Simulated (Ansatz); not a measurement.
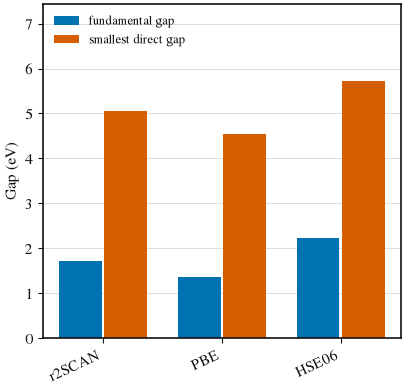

Gaps of SiC, space group F-43m, 2 atoms in the cell, zincblende type, at several levels of theory on one cell (Ansatz, plane waves and PAW; edges over the mesh and the special points).

How does the gap depend on the level, and does its kind change?

Answer. In rising order: PBE 1.36 eV, r2SCAN 1.71 eV and HSE06 2.23 eV. It is indirect at every level.
